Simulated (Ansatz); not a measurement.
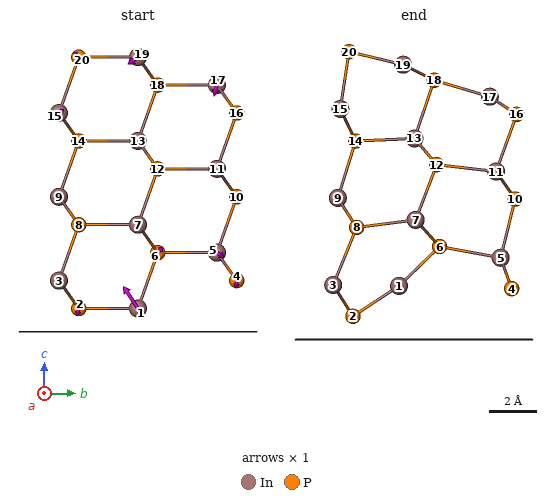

The structure of a slab of composition InP (cut from the F-43m phase) before (left) and after (right) a relaxation, at one scale. The purple arrows give the displacements, at their true length.

A ball-and-stick model of the 2 × 1 repeat of the cell, outlined in the plane, without the vacuum (origin shifted), seen along the a axis.

Case: (2 1 1) slab, atoms relaxed. The slab is the (2 1 1) face of InP.

Computed with Ansatz, DFT PBEsol, scalar-relativistic, plane waves, PAW.

Input
```yaml
crystal:
  lattice:
    - [4.1565024026, 0.0, 0.0]
    - [0.0, 10.181310001, 0.0]
    - [0.0, 0.0, 25.7989100146]
  atoms:
    - { symbol: In, position: [0.5, 0.6666666667, 0.2907099562] }
    - { symbol: P, position: [0.5, 0.4166666667, 0.2907099562] }
    - { symbol: In, position: [0.0, 0.3333333333, 0.3372188548] }
    - { symbol: P, position: [0.0, 0.0833333333, 0.3372188548] }
    - { symbol: In, position: [0.5, 0.0, 0.3837277534] }
    - { symbol: P, position: [0.5, 0.75, 0.3837277534] }
    - { symbol: In, position: [0.0, 0.6666666667, 0.4302366521] }
    - { symbol: P, position: [0.0, 0.4166666667, 0.4302366521] }
    - { symbol: In, position: [0.5, 0.3333333333, 0.4767455507] }
    - { symbol: P, position: [0.5, 0.0833333333, 0.4767455507] }
    - { symbol: In, position: [0.0, 0.0, 0.5232544493] }
    - { symbol: P, position: [0.0, 0.75, 0.5232544493] }
    - { symbol: In, position: [0.5, 0.6666666667, 0.5697633479] }
    - { symbol: P, position: [0.5, 0.4166666667, 0.5697633479] }
    - { symbol: In, position: [0.0, 0.3333333333, 0.6162722466] }
    - { symbol: P, position: [0.0, 0.0833333333, 0.6162722466] }
    - { symbol: In, position: [0.5, 0.0, 0.6627811452] }
    - { symbol: P, position: [0.5, 0.75, 0.6627811452] }
    - { symbol: In, position: [0.0, 0.6666666667, 0.7092900438] }
    - { symbol: P, position: [0.0, 0.4166666667, 0.7092900438] }
basis:
  ecutwfc: 420
kpoints:
  mp_grid: { grid: [8, 4, 1] }
hamiltonian:
  xc: pbesol
scf:
  occupations: { method: gaussian, width: 0.05 }
output:
  forces: true
  eigenvalues: true
relax:
  adjacent_minimum: "off"
  f_tol: 0.02
  max_steps: 60
efield:
  axis: 3
  dipole_correction: true
  ramp_width: 0.04
```

Command:
```bash
ansatz run input.yaml --threads 2 --pin off --max-ram 5120MiB --backend cpu --events-out ev --progress --plain --runs-dir out
```

> Describe what moved and what it gained.

The largest move relative to the layer's centre is that of In1, 1.17 Å at 34° to the normal (+c side). By element the largest moves are In 1.17 Å, P 0.36 Å. The cell doesn't change. Near-neighbour distances that change, for instance: In1–P2 2.545 → 2.369 Å, In19–P20 2.545 → 2.389 Å, In3–P8 2.545 → 2.669 Å, In1–P6 2.545 → 2.428 Å. Bond angles that change, for instance: P2–In1–P6 109.5° → 169.2°, In15–P20–In19 109.5° → 85.2°, In1–P2–In3 109.5° → 89.4°. After 9 accepted moves (10 points after the start) the energy has fallen by 1.893 eV per cell of the calculation. Largest force component: 1.4 eV/Å at the start, 0.019 eV/Å at the end. 1 step only repeated the SCF at the same geometry. The run may lie on a higher electronic state than the lowest, so the end point isn't shown to be the ground-state structure.
